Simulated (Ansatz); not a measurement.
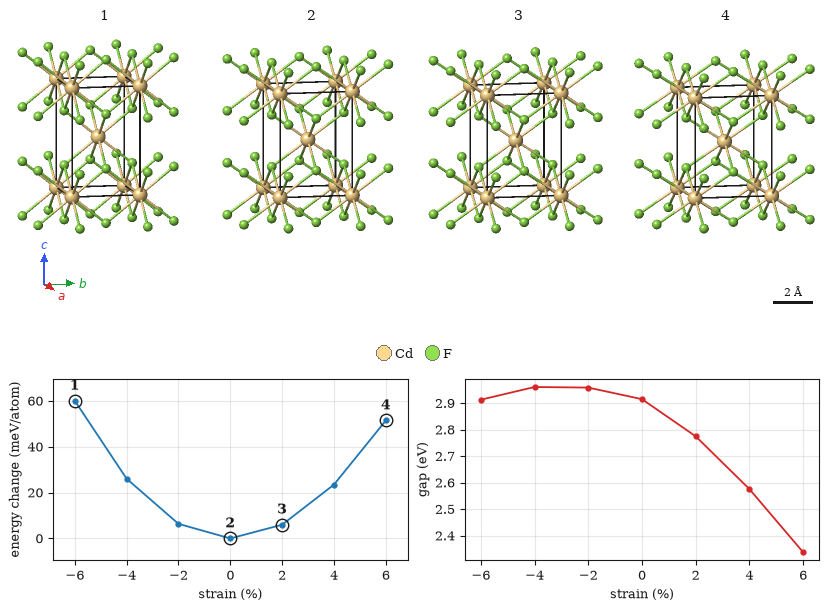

Members of a series of calculations on a crystal of CdF2 (set up in Fm-3m), marked on the first curve. A ball-and-stick model of the cell of the calculation, seen from a free direction.

Theory: DFT PBE, scalar-relativistic, plane waves, PAW (Ansatz). Settings: plane-wave cutoff 420 eV; k-point mesh 6 × 6 × 4; occupations gaussian; smearing width 0.02 eV; no spin polarisation.

Which kind of strain is it, and how does the structure respond?

Answer. Biaxial strain in the a–b plane, c and atoms relaxed. 1 (strain −6.0 %): energy change 60.0 meV/atom, volume 12.73 Å³ per atom, gap 2.91 eV. 2 (strain 0.0 %): energy change 0.0 meV/atom, volume 13.72 Å³ per atom, gap 2.92 eV. 3 (strain 2.0 %): energy change 6.0 meV/atom, volume 14.09 Å³ per atom, gap 2.78 eV. 4 (strain 6.0 %): energy change 51.5 meV/atom, volume 14.89 Å³ per atom, gap 2.34 eV. The rest compares 1 with 4. The volume changes by +17.0 %, with a = b 3.643 → 4.109 Å (+12.8 %), c 5.753 → 5.292 Å (−8.0 %). Among the bonded contacts that change: Cd–F 2.321 → 2.443 Å.
